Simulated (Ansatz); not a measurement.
# Mg2Ga2O3: what the fields show

Input file:

```
crystal:
  lattice:
    - [2.9509359812, -0.0294637587, 0.0296722118]
    - [-1.4362675961, 5.2269974598, -0.0077341368]
    - [-0.1123169088, -2.6690625031, 6.9646294521]
  atoms:
    - { symbol: Mg, position: [0.6163300166, 0.232761013, 0.455229352] }
    - { symbol: Mg, position: [0.3836699834, 0.767238987, 0.544770648] }
    - { symbol: Ga, position: [0.8407577097, 0.6784794846, 0.9319770785] }
    - { symbol: Ga, position: [0.1592422903, 0.3215205154, 0.0680229215] }
    - { symbol: O, position: [0.8049419839, 0.6083645993, 0.6759735074] }
    - { symbol: O, position: [0.0, 0.0, 0.5] }
    - { symbol: O, position: [0.1950580161, 0.3916354007, 0.3240264926] }
basis:
  ecutwfc: 420
kpoints:
  mp_grid: { grid: [12, 6, 6] }
  band_path:
    path:
      - [[0.0, 0.0, 0.0], [-0.5, 0.5, 0.0]]
      - [[0.0, 0.0, -0.5], [0.0, 0.0, 0.0], [0.0, -0.5, 0.5]]
      - [[-0.5, 0.0, 0.0], [0.0, 0.0, 0.0], [0.0, -0.5, 0.0]]
      - [[-0.5, 0.0, 0.5], [0.0, 0.0, 0.0], [-0.5, 0.5, -0.5]]
    npoints: 14
hamiltonian:
  xc: pbe
scf:
  occupations: { method: gaussian, width: 0.1 }
  n_extra_bands: 17
output:
  forces: true
  stress: true
  eigenvalues: true
  populations: true
  dos: { projected: true, de: 0.02, nscf_kmesh: { grid: [15, 8, 8] } }
  bader: true
  write_density: true
  write_potential: true
  elf: true
  volumetric_format: npy
```

Command:

```sh
ansatz run input.yaml --threads 1 --pin off --max-ram 2560MiB --backend cpu --events-out ev --progress --plain --runs-dir out
```

Below, planes, directions and counts refer to the standardised cell (a = 10.42 Å, b = 2.95 Å, c = 7.46 Å, α = 89.88°, β = 110.89°, γ = 89.86°).

Space group P-1; a generated structure, not necessarily the stable one.

Computed with DFT PBE, scalar-relativistic, plane waves, PAW (Ansatz).

The density is the valence pseudo-density of a PAW calculation; it isn't the true density close to the nuclei.

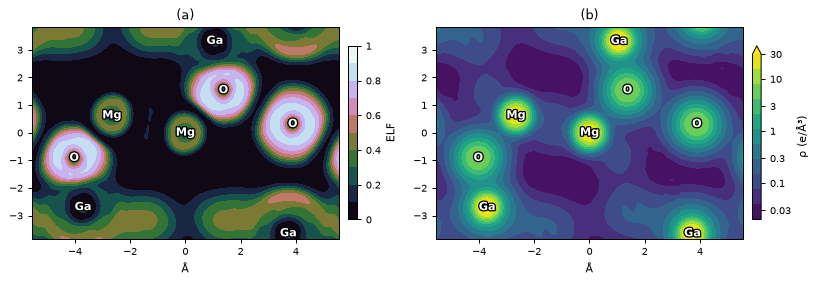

Figure 1. (a) electron localisation function; (b) valence pseudo-density on the (010) plane of the standardised cell.

Interpret the plot.

Answer. Atoms in the plane: Mg, Ga and O.
Ga–O (1.81 Å): ρ is about 0.89 e/Å³ halfway; the ELF peaks at about 0.80 in the valence shell of O, 0.6 Å from its nucleus, and is about 0.40 at the midpoint.
Mg–O (2.06 Å): ρ is about 0.35 e/Å³ halfway; the ELF peaks at about 0.85 in the valence shell of O, 0.6 Å from its nucleus, and is about 0.30 at the midpoint.
Between the atoms the lowest density in this plane is 0.008 e/Å³.

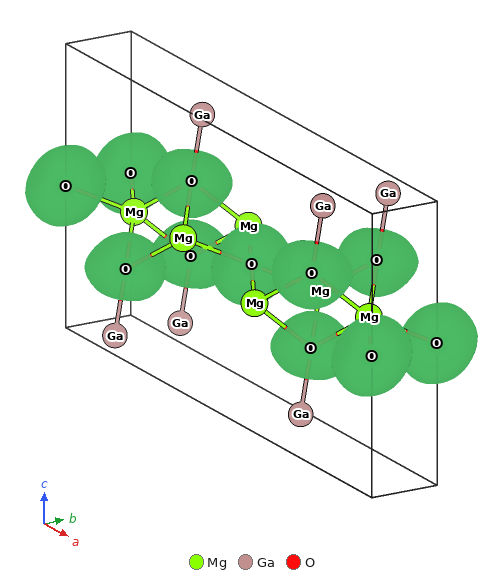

Figure 2. Isosurface of the electron localisation function at 0.6 (green), seen at an oblique angle. Core shells and regions of very low density are left out. Sticks mark near contacts.

Identify the bonds, lone pairs and shells in this picture.

Answer. The ELF exceeds this value in six regions wrapped around O (the valence shell of each), counted in one cell of 14 atoms. Any copies at cell faces, edges or corners count once.


 Mg–O (2.01 Å): the ELF peaks at about 0.85 in the valence shell of O, 0.6 Å from its nucleus, and is about 0.35 at the midpoint.

Does the calculation make it a metal, or give it a gap?

Answer. It is metallic or semimetallic at this level of theory: no gap opens.

Which way does charge flow, and how much by Bader's partition?

Answer. Electrons move from Mg and Ga towards O. Bader charges: Mg +1.72, Ga +0.55 and O −1.67 to −1.43 e.
